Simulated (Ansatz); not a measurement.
SiC: several calculations on one system

**1. Scan**

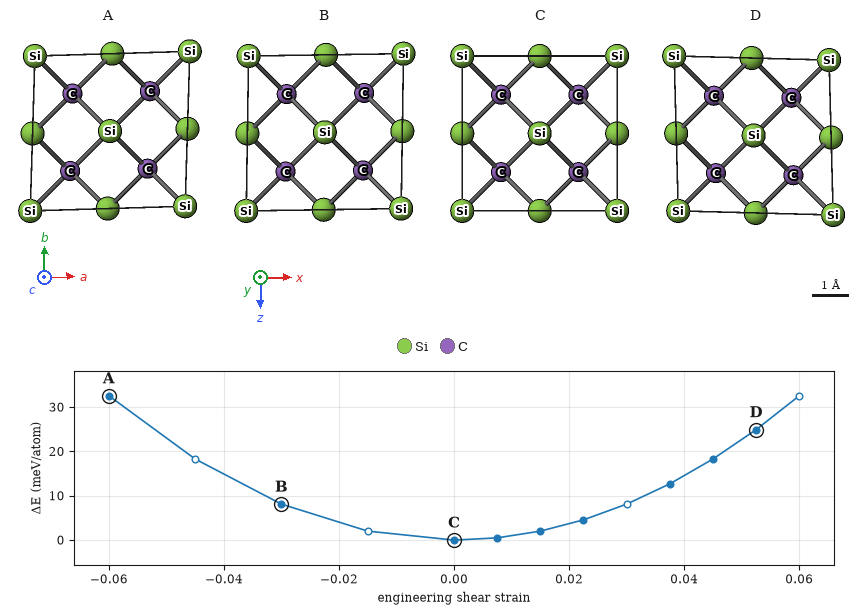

Solid SiC (F-43m): the cell is strained in shear in the xz plane, with the atoms kept at their fractional coordinates. x, y and z are the Cartesian axes of the input. The lettered frames are marked on the plot. Hollow markers are points alike by symmetry, not computed again. The picture is a ball-and-stick view of the conventional cell (4 times the calculation's cell), seen along the c axis. Lengths and directions refer to the drawn axes.

Level of theory: DFT PBE, scalar-relativistic, plane waves, PAW (Ansatz 0.2.0). Settings: plane-wave cutoff 420 eV; k-point mesh 12 × 12 × 12; occupations gaussian; smearing width 0.05 eV; no spin polarisation. Energies (free energies at the smearing named) are counted from the cell as listed in its source, which wasn't relaxed.

Describe the profile.

Answer. The lowest computed point lies at the strain 0.00 (0.0 meV/atom). At the ends of the scan the energy is 32.6 meV/atom (−0.06) and 32.6 meV/atom (0.06). The unrelaxed reference is under a pressure of 4.8 GPa. The distortion takes the space group from F-43m to Imm2. At the strain −0.06 the cell of the drawing goes a 4.348 → 4.350 Å, b 4.348 → 4.350 Å, γ 90.0° → 86.6°.

The computed points:

| engineering shear strain | ΔE (meV/atom) |
| --- | --- |
| −0.0600 | 32.6 |
| −0.0450 | 18.3 |
| −0.0300 | 8.1 |
| −0.0150 | 2.0 |
| 0.0000 | 0.0 |
| 0.0075 | 0.5 |
| 0.0150 | 2.0 |
| 0.0225 | 4.6 |
| 0.0300 | 8.1 |
| 0.0375 | 12.7 |
| 0.0450 | 18.3 |
| 0.0525 | 24.9 |
| 0.0600 | 32.6 |

Points that are alike by symmetry were computed once.

**2. Scan**

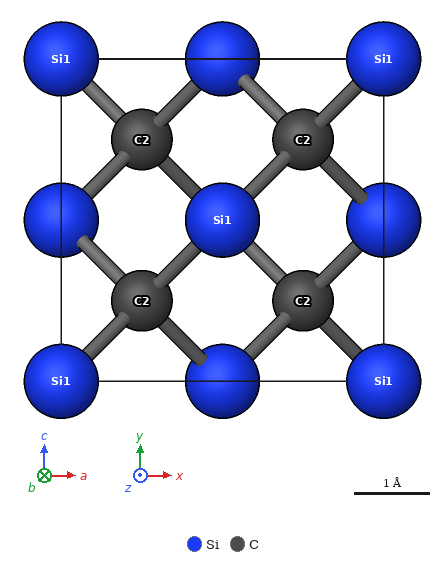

A scan of a crystal of SiC (F-43m): the cell is strained equally along x and y and separately along z, with the atoms kept at their fractional coordinates. x, y and z are the Cartesian axes of the input. The picture shows the reference cell. Style: ball-and-stick. Shown: the conventional cell (4 times the calculation's cell), along the b axis. Lengths and directions refer to the drawn axes.

These are results of DFT r2SCAN, scalar-relativistic, plane waves, PAW (Ansatz 0.2.0), not measurements. Settings: plane-wave cutoff 500 eV; k-point mesh 12 × 12 × 12; occupations gaussian; smearing width 0.05 eV; no spin polarisation. Energies (free energies at the smearing named) are counted from the cell as listed in its source, which wasn't relaxed.

Input file:
```yaml
crystal:
  lattice:
    - [0.0, 2.174, 2.174]
    - [2.174, 0.0, 2.174]
    - [2.174, 2.174, 0.0]
  atoms:
    - { symbol: Si, position: [0.0, 0.0, 0.0] }
    - { symbol: C, position: [0.75, 0.75, 0.75] }
basis:
  ecutwfc: 500
kpoints:
  mp_grid: { grid: [12, 12, 12] }
hamiltonian:
  xc: r2scan
scf:
  occupations: { method: gaussian, width: 0.05 }
output:
  forces: true
  stress: true
  eigenvalues: true
```

Launched with:
```bash
ansatz run input.yaml --threads 1 --pin off --max-ram 2560MiB --backend cpu --events-out ev --progress --plain --runs-dir out
```

What energies does the calculation give on a grid with rows −0.080, −0.040, 0.000, 0.040, 0.080 and columns −0.080, −0.040, 0.000, 0.040, 0.080 (strain along x and y; strain along z)?

Answer. Rows: strain along x and y; columns: strain along z; values in meV/atom.

|  | −0.080 | −0.040 | 0.000 | 0.040 | 0.080 |
| --- | --- | --- | --- | --- | --- |
| −0.080 | 560 | 389 | 283 | 238 | 251 |
| −0.040 | 245 | 130 | 69 | 59 | 97 |
| 0.000 | 95 | 25 | 0 | 18 | 76 |
| 0.040 | 76 | 43 | 46 | 85 | 159 |
| 0.080 | 162 | 156 | 182 | 237 | 321 |

In pairs of (strain along x and y; strain along z): the lowest computed point lies at (0.000, 0.000) (0 meV/atom), the highest at (−0.080, −0.080) (560 meV/atom). The valley is tilted: raising the in-plane strain is made harder by raising the strain along z (cross term 0.40 of the geometric mean of the two curvatures). Over the ranges scanned the energy rises more along the first axis, the in-plane strain. The pressure runs from −32.6 GPa at (0.080, 0.080) to 94.2 GPa at (−0.080, −0.080).

As a map, interpolated between the computed points (dots):

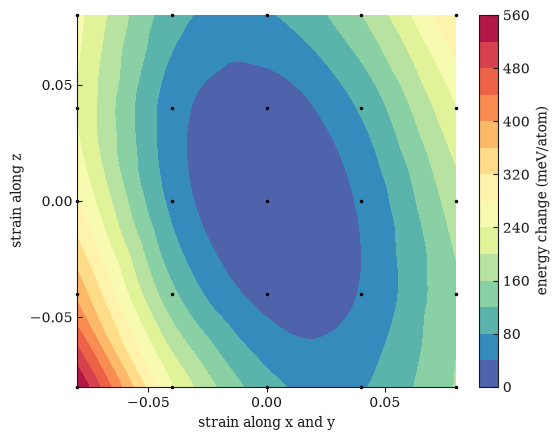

**3. Energy map**

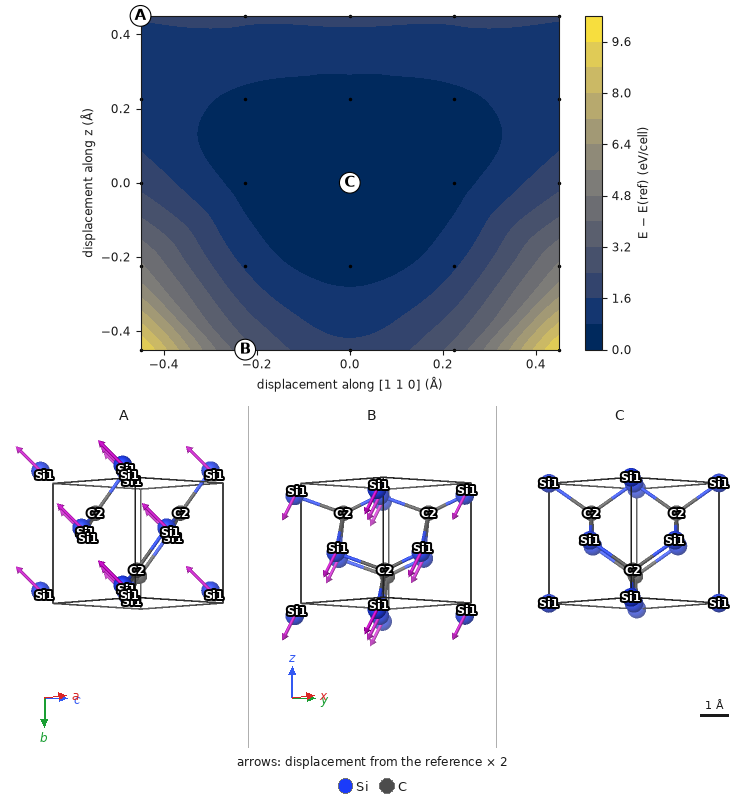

Solid SiC (F-43m): Si1 (one in each cell of 2 atoms) is moved over the plane of the Cartesian directions [1 1 0] and z, all else fixed. The map is interpolated between the computed points (dots). The lettered frames are marked on it. Style: ball-and-stick. Shown: the conventional cell (4 times the calculation's cell), nearly along the normal of the scanned plane. Purple arrows: displacements from the reference. Lengths and directions refer to the drawn axes.

The calculation used DFT r2SCAN, scalar-relativistic, plane waves, PAW in Ansatz 0.2.0. (plane-wave cutoff 500 eV; k-point mesh 12 × 12 × 12; occupations gaussian; smearing width 0.05 eV; no spin polarisation). Energies (free energies at the smearing named) are counted from the cell as listed in its source, which wasn't relaxed.

Q: What does the map show?

A: In pairs of (displacement along [1 1 0] (Å); displacement along z (Å)): the lowest computed point lies at (0.000, 0.000) (0.00 eV/cell), the highest at (−0.450, −0.450), (0.450, −0.450) (9.68 eV/cell). The band gap on the mesh, 1.71 eV in the reference, closes at 6 of the 13 computed points. The frames lie at A (−0.450, 0.450): 1.62 eV/cell, B (−0.225, −0.450): 3.49 eV/cell, C (0.000, 0.000): 0.00 eV/cell.

**4. Energy map**

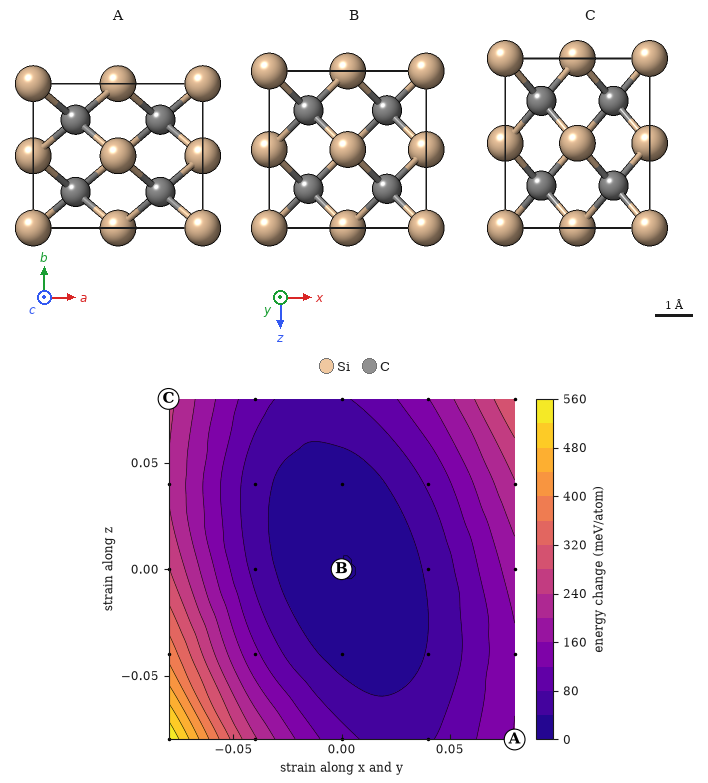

A crystal of SiC (F-43m): the cell is strained equally along x and y and separately along z, with the atoms kept at their fractional coordinates. x, y and z are the Cartesian axes of the input. The map is interpolated between the computed points (dots). The lettered frames are marked on it. The picture is a ball-and-stick view of the conventional cell (4 times the calculation's cell), seen along the c axis. Lengths and directions refer to the drawn axes.

The calculation used Ansatz, DFT r2SCAN, scalar-relativistic, plane waves, PAW. (plane-wave cutoff 500 eV; k-point mesh 12 × 12 × 12; occupations gaussian; smearing width 0.05 eV; no spin polarisation). Energies (free energies at the smearing named) are counted from the cell as listed in its source, which wasn't relaxed.

Q: What does the map show?

A: In pairs of (strain along x and y; strain along z): the lowest computed point lies at (0.000, 0.000) (0 meV/atom), the highest at (−0.080, −0.080) (560 meV/atom). The valley is tilted: raising the in-plane strain is made harder by raising the strain along z (cross term 0.40 of the geometric mean of the two curvatures). Over the ranges scanned the energy rises more along the first axis, the in-plane strain. The pressure runs from −32.6 GPa at (0.080, 0.080) to 94.2 GPa at (−0.080, −0.080). The frames lie at A (0.080, −0.080): 162 meV/atom, B (0.000, 0.000): 0 meV/atom, C (−0.080, 0.080): 251 meV/atom.
